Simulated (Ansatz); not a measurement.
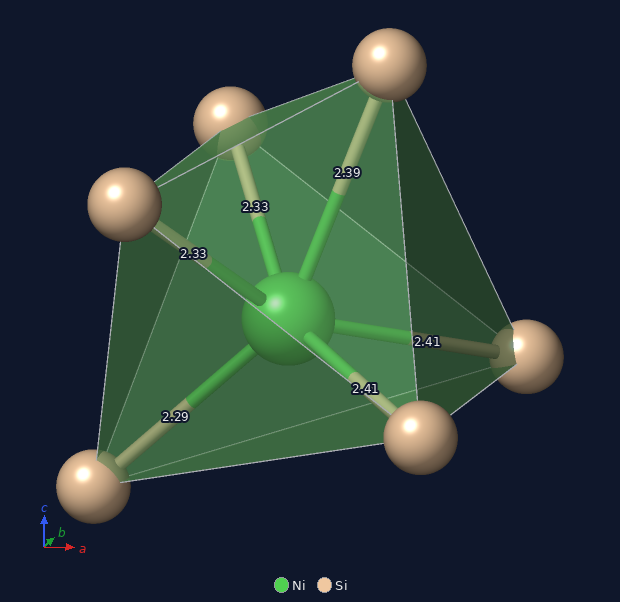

Coordination of Ni in SiNi (Pnma); bond lengths in Å. The shape measure S (0 to 100) is the computed least-squares distance from an ideal polyhedron; S = 0 means ideal. Origin: the geometry relaxed with DFT PBE, scalar-relativistic, plane waves, PAW (Ansatz 0.2.0).

Question: Name the coordination polyhedron and say how regular it is.

Answer: NiSi6: a clearly distorted octahedron (coordination number 6, S = 2.59; next best trigonal prism, S = 12.5).

Question: Does the central atom sit at the centroid of its ligands?

Answer: No, it is displaced by 0.35 Å; the site symmetry is m.
